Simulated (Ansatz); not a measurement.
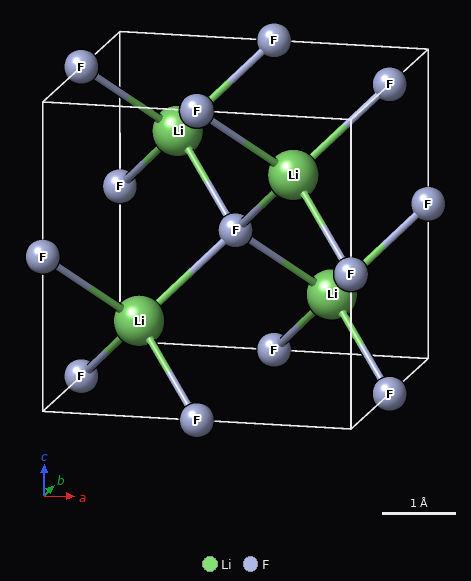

Lattice vibrations of solid LiF (a generated structure), space group F-43m (No. 216), at the zone centre. The picture is a ball-and-stick view of the conventional cell (4 times the calculation's cell), seen slightly off an axis. Lengths and directions refer to the drawn axes.

Theory: DFT PBE, scalar-relativistic, plane waves, PAW in Ansatz 0.2.0. Set-up: plane-wave cutoff 420 eV; k-point mesh 12 × 12 × 12; occupations fixed; no spin polarisation.

Frequencies are those without the non-analytic (LO–TO) term.

> Give the spectrum at this point.

The calculation's cell holds 2 atoms, so there are 3 optical modes, in 1 level. The optical modes span T₂. No level is unstable.

```csv
level,symmetry,frequency (cm⁻¹),activity
1,T₂,409,infrared- and Raman-active
```

The displacement patterns (one member of each degenerate set):

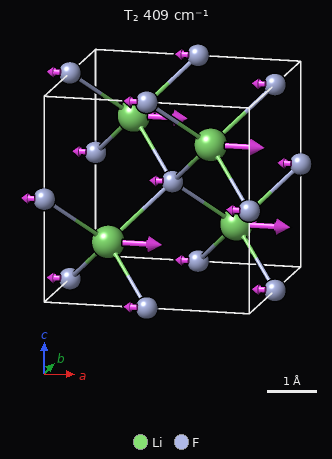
